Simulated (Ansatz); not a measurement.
System: Si$_{32}$C (cell with a defect).

```
Si C
1.0
    -5.46968    5.46968   -5.46968
     5.46968    5.46968    5.46968
     5.46968   -5.46968   -5.46968
Si C
32 1
Cartesian
  6.8630 1.3014 -1.3224
  4.0674 6.8717 -3.9827
  4.0418 4.0416 -1.3701
  1.4297 1.4293 -6.8396
  6.9455 3.9935 1.1821
  4.0529 1.3296 -4.0063
  4.0767 -1.3006 -1.3234
  1.2990 6.8634 -1.3248
  3.9930 6.9457 1.1696
  1.3188 4.0579 -4.0020
  4.2341 4.2407 -6.5292
  1.2297 1.2358 -1.0592
  -1.3300 6.8877 -4.0082
  6.8728 4.0664 -3.9812
  -1.3028 4.0769 -1.3210
  6.8825 -1.3195 -4.0040
  5.4662 0.0045 -2.6857
  2.6811 5.4660 -5.2963
  2.5776 2.5820 -2.6281
  0.0004 0.0002 -8.1479
  5.4525 2.6734 -0.0491
  2.7956 0.0186 -5.5172
  2.6911 8.2481 -2.6441
  -0.0073 5.4744 -2.6857
  2.6684 5.4520 -0.0522
  0.0193 2.8004 -5.5202
  2.8894 2.8940 2.8406
  -0.0024 0.0038 -3.3515
  -2.6864 5.4713 -5.3020
  5.4678 2.6862 -5.3017
  8.2529 2.6863 -2.6458
  5.4731 -2.6818 -5.2968
  -0.0307 0.0312 -1.5975
```

Computed with DFT PBE, scalar-relativistic, plane waves, PAW in Ansatz 0.2.0.

Question: Predict the valence pseudo-density and electron localisation function between the atoms.

Answer: Si–C (1.75 Å): the density is about 1.1 e/Å³ at the midpoint; the ELF peaks at about 0.90 between the atoms; localised, covalent bonding.
Si–C (1.82 Å): ρ at the midpoint is about 0.91 e/Å³; the ELF peaks at about 0.90 between the atoms (a covalent bond).
Si–Si (2.42 Å): ρ at the midpoint is about 0.52 e/Å³; the ELF peaks at about 0.95 between the atoms, as expected for a shared electron pair.

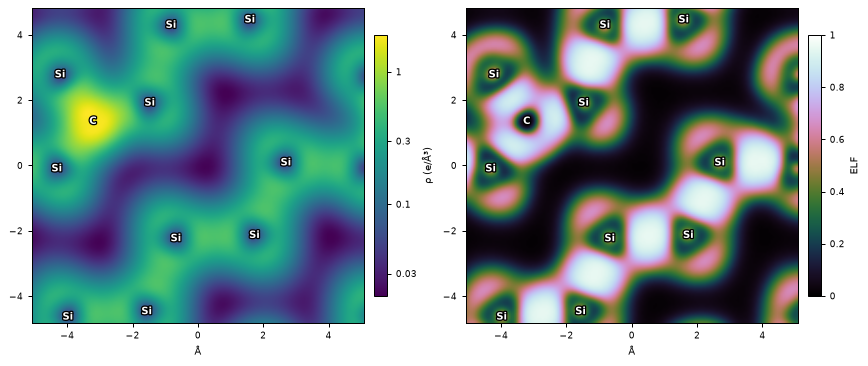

Computed valence pseudo-density and electron localisation function on the (101̄) plane of the calculation cell, in this order. 

Core electrons are frozen (PAW), and the valence fields are smoothed inside the atomic spheres.
